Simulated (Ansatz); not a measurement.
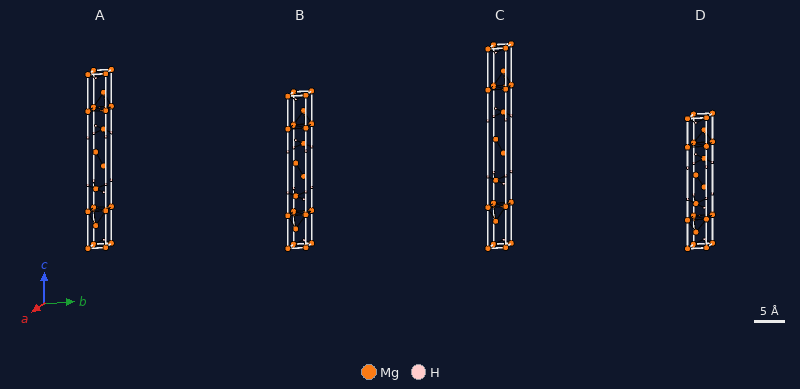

4 geometries from one relaxation of crystalline Mg3H2 (set up in R-3m), in shuffled order. The picture is a ball-and-stick view of the conventional cell (3 times the calculation's cell), seen slightly off an axis. Lengths and directions refer to the drawn axes.

Case: 2 H put on empty site 2 of 1 host cells, relaxed.

Computed with DFT PBE, scalar-relativistic, plane waves, PAW (Ansatz). Settings: plane-wave cutoff 420 eV; k-point mesh 12 × 12 × 12; occupations gaussian; smearing width 0.1 eV; no spin polarisation; cell and atoms relaxed; force threshold 0.025 eV/Å; at most 70 steps.

### Put them in the order of the run, from the start to the converged end.

D, B, A, C. They are steps 0, 4, 11, 21, at +0.420 eV per cell of the calculation, +0.116 eV per cell of the calculation, +37.4 meV per cell of the calculation relative to the last. The energy falls by 0.420 eV per cell of the calculation in 18 accepted moves (21 points after the start). The largest force component goes from 0.15 to 0.0022 eV/Å. The pressure goes from −0.04 to 0.01 GPa. The SCF was repeated 3 times at an unchanged geometry on a basis and grid sized afresh for the cell, which shifted the energy by 27.3 meV per cell of the calculation at most. The largest moves relative to the cell, 0.68 Å, are those of H atoms. By element the largest moves are H 0.68 Å, Mg 0.49 Å. The volume changes by +34.8 %, with a = b 3.269 → 3.064 Å (−6.3 %), c 22.718 → 34.840 Å (+53.4 %). Among the contacts that change: Mg–Mg 3.269 → 3.064 Å, Mg–Mg 3.060 → 3.245 Å, H–Mg 2.157 → 1.993 Å. The space group stays R-3m (No. 166).

Limits of the set-up: layers or molecules are held without a dispersion correction, so their spacing is unreliable.
